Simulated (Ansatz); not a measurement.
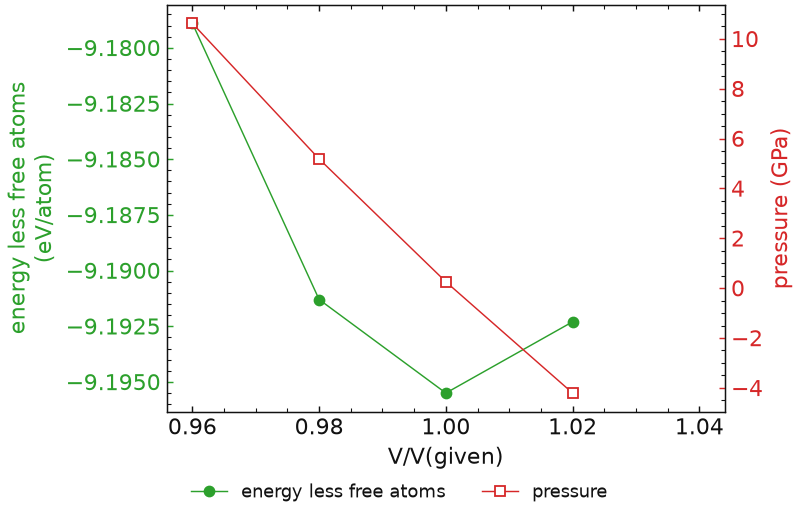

The picture above shows the energy less free atoms and pressure against V/V(given) for HfC, space group Fm-3m (No. 225).

The given structure:
```yaml
crystal:
  lattice:
    - [0.00000, 2.32500, 2.32500]
    - [2.32500, 0.00000, 2.32500]
    - [2.32500, 2.32500, 0.00000]
  atoms:
    - { symbol: Hf, position: [0.50000, 0.50000, 0.50000] }
    - { symbol: C, position: [0.00000, 0.00000, 0.00000] }
```

Computed with Ansatz 0.2.0: periodic Kohn-Sham DFT of a crystal at fixed atoms, scaled to the stated factor times the given cell; pressure positive in compression, energy less spherical unpolarised free atoms. Level: PBE.

```json
{"setting": "method", "value": "all-electron LAPW"}
{"setting": "relativity", "value": "scalar"}
{"setting": "k mesh", "value": "15×15×15"}
{"setting": "occupations", "value": "Fermi–Dirac"}
{"setting": "smearing width", "value": "0.05 eV"}
{"setting": "basis error target", "value": "1 (meV/atom)"}
{"setting": "nucleus", "value": "Gaussian"}
```

V(given) is 12.57 Å³/atom.

The point at V/V(given) 1.04 is left out of the plot. What does the calculation give there?

| V/V(given) | energy less free atoms (eV/atom) | pressure (GPa) |
| --- | --- | --- |
| 1.04 | −9.1825 | −8.3 |

Note: no spin-orbit coupling on heavy atoms.
